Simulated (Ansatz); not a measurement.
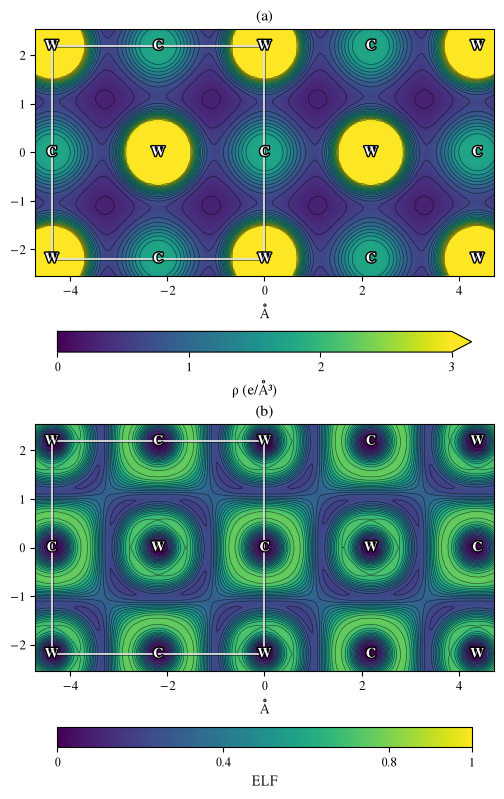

Figure. WC. (a) valence electron density; (b) electron localisation function on the (001) plane of the conventional cell.

Space group Fm-3m.

Method: DFT PBE, scalar-relativistic, plane waves, PAW in Ansatz.

The density is the valence pseudo-density of a PAW calculation; it isn't the true density close to the nuclei.

### Interpret the plot.

Atoms in the plane: W and C.
W–C (2.19 Å): the density is about 0.64 e/Å³ at the midpoint; the ELF peaks at about 0.75 in the valence shell of C, 0.7 Å from its nucleus, and is about 0.25 at the midpoint.
Between the atoms the lowest density in this plane is 0.28 e/Å³.
The features right at W lie inside the PAW spheres, where the map follows smoothed inner orbitals and isn't to be read closely.

### Does the calculation make it a metal, or give it a gap?

It is metallic or semimetallic at this level of theory: no gap opens.
